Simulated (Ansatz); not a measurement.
Consider Si (slab).

```
CELL_PARAMETERS angstrom
3.86771 0.00000 0.00000
0.00000 5.46976 0.00000
0.00000 0.00000 24.66927
ATOMIC_POSITIONS crystal
Si 0.50000 0.00000 0.30402
Si 0.00000 0.25000 0.30402
Si 0.00000 0.50000 0.38241
Si 0.50000 0.75000 0.38241
Si 0.50000 0.00000 0.46080
Si 0.00000 0.25000 0.46080
Si 0.00000 0.50000 0.53920
Si 0.50000 0.75000 0.53920
Si 0.50000 0.00000 0.61759
Si 0.00000 0.25000 0.61759
Si 0.00000 0.50000 0.69598
Si 0.50000 0.75000 0.69598
```

Not relaxed (largest force 0.6 eV/Å); spin-polarised.

Level of theory: Ansatz, DFT PBE, scalar-relativistic, plane waves, PAW.

**What will maps of the valence pseudo-density and electron localisation function show?**

Si–Si (2.37 Å): the density is about 0.55 e/Å³ at the midpoint; the ELF peaks at about 0.95 between the atoms.

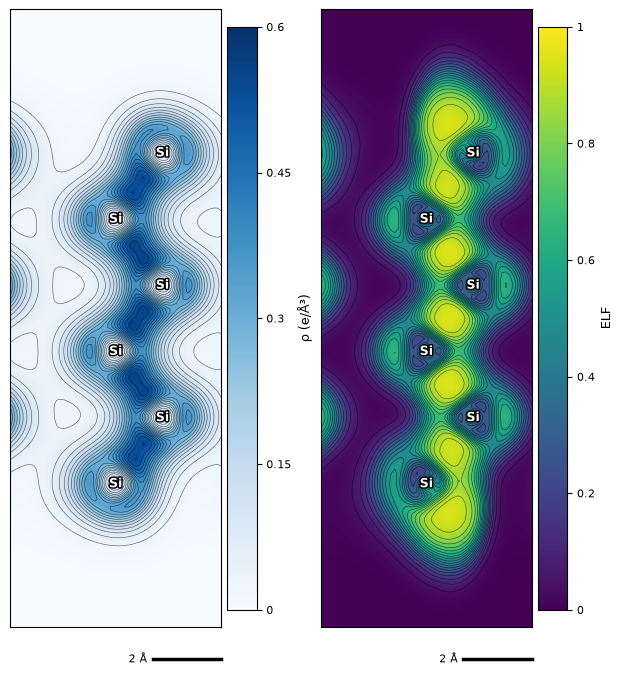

Computed valence pseudo-density and electron localisation function on the (100) plane of the calculation cell, a cut from vacuum to vacuum, in this order. 

In a PAW calculation such maps are meaningful between the atoms, not at the nuclei.
